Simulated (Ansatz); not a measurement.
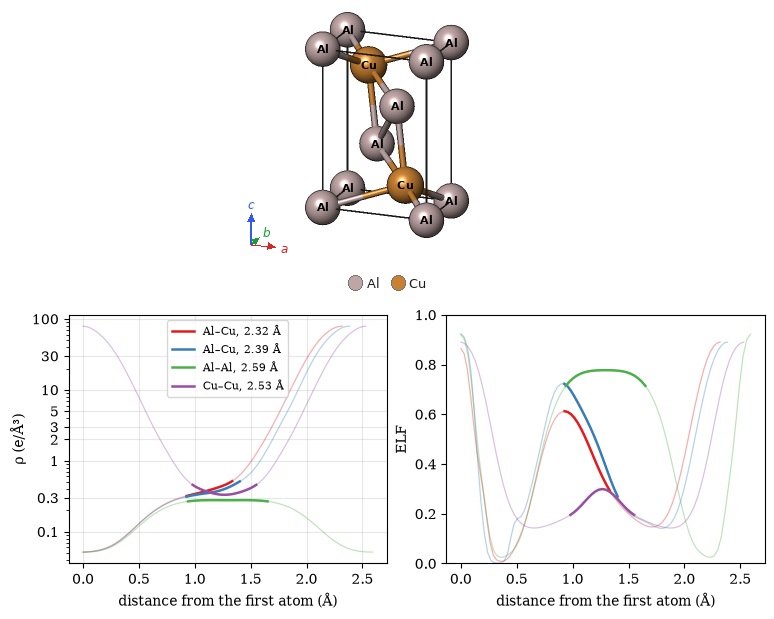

Figure. Al3Cu2. Valence electron density and ELF along straight lines between neighbouring atoms. Thin, pale parts lie inside the atomic spheres. The structure is drawn too.

Space group P-1; a structure from a database of computed crystals, not necessarily the ambient phase; changed on purpose from its base cell (mode 4 frozen in at -0.206 Å, strain +e along z and -e/2 along x and y -0.0233); not relaxed (largest force 0.8 eV/Å); computed pressure about 2 GPa in this cell; computed without spin polarisation; PAW files of the earlier set (soft_1).

Computed with DFT LDA, scalar-relativistic, plane waves, PAW (Ansatz).

In a PAW calculation such maps are meaningful between the atoms, not at the nuclei.

> What can be read from the curves?

Al–Cu (2.32 Å): ρ at the midpoint is about 0.4 e/Å³; the ELF peaks at about 0.60 between the atoms.
Al–Cu (2.39 Å): ρ is about 0.37 e/Å³ halfway; the ELF peaks at about 0.70 between the atoms.
Al–Al (2.59 Å): ρ is about 0.28 e/Å³ halfway; the ELF peaks at about 0.80 between the atoms.
Cu–Cu (2.53 Å): ρ at the midpoint is about 0.33 e/Å³; the ELF is about 0.30 at the midpoint: no localised pair shows between them.
